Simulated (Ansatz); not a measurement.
Band edges of MgTe (P6_3mc).

The calculation's input:

```yaml
crystal:
  lattice:
    - [4.52, 0.0, 0.0]
    - [-2.26, 3.91443483, 0.0]
    - [0.0, 0.0, 7.33]
  atoms:
    - { symbol: Mg, position: [0.33333333, 0.66666667, 0.0] }
    - { symbol: Mg, position: [0.66666667, 0.33333333, 0.5] }
    - { symbol: Te, position: [0.33333333, 0.66666667, 0.385] }
    - { symbol: Te, position: [0.66666667, 0.33333333, 0.885] }
basis:
  ecutwfc: 420
kpoints:
  mp_grid: { grid: [12, 12, 6] }
hamiltonian:
  xc: pbe
scf:
  occupations: { method: gaussian, width: 0.05 }
output:
  forces: true
  eigenvalues: true
  eigenstates:
    nscf_kmesh: { grid: [30, 30, 16] }
    top_band: c6
    de_dk: true
    localisation: true
  stress: true
checkpoint:
  write: ck
  compress: false
  write_wavefunctions: false
  write_every: 100000
```

Run with:

```sh
ansatz run input.yaml --threads 1 --pin off --max-ram 3072MiB --backend cpu --events-out ev --progress --plain --runs-dir out
```

Computed with DFT PBE, scalar-relativistic, plane waves, PAW; levels and slopes on a dense k mesh at the converged density (Ansatz 0.2.0). No spin polarisation. Mesh 30×30×16, interpolated with the band slopes. Unrelaxed database geometry.

Masses come from a second pass at points close to the extrema; at the energies drawn a band may no longer be parabolic.

The gap is direct, 2.56 eV at this level of theory, which underestimates gaps and can reorder valleys that lie close.

Valence band: one maximum at Γ, principal masses 0.15, 2.15 and 2.15 mₑ; two equivalent maxima at H, 0.69 eV below the edge, two bands meeting there. Band 26 forms the valence edge; band 25 begins 0.15 eV lower (at Γ) and band 24 begins 0.15 eV lower (at Γ).
Conduction band: one minimum at Γ, principal masses 0.16, 0.18 and 0.18 mₑ; six equivalent minima on the L–M line, 0.43 eV above the edge, principal masses 0.26, 0.30 and 1.26 mₑ; three equivalent minima at M, 0.47 eV above the edge, principal masses 0.17, 1.00 and 1.01 mₑ; two equivalent minima at K, 0.91 eV above the edge, principal masses 0.34, 0.56 and 0.56 mₑ. Band 27 forms the conduction edge.

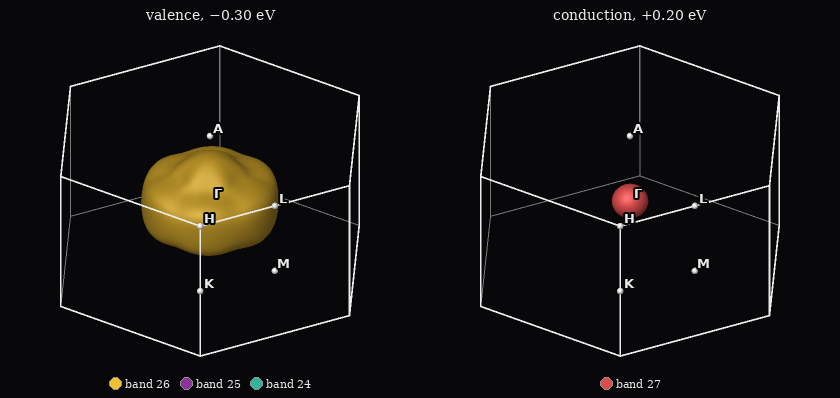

Constant-energy surfaces near the two band edges, measured from each edge.

Where one band's surface lies inside another's, the outer one hides all or part of it.

Spin-orbit coupling, left out here, can change the gap, its kind, the place of the band edges and the masses, since the compound holds Te.

Time for the whole run: 5.8 min on 1 thread of Arm Neoverse V2 (shared host), peak memory 1.6 GiB.
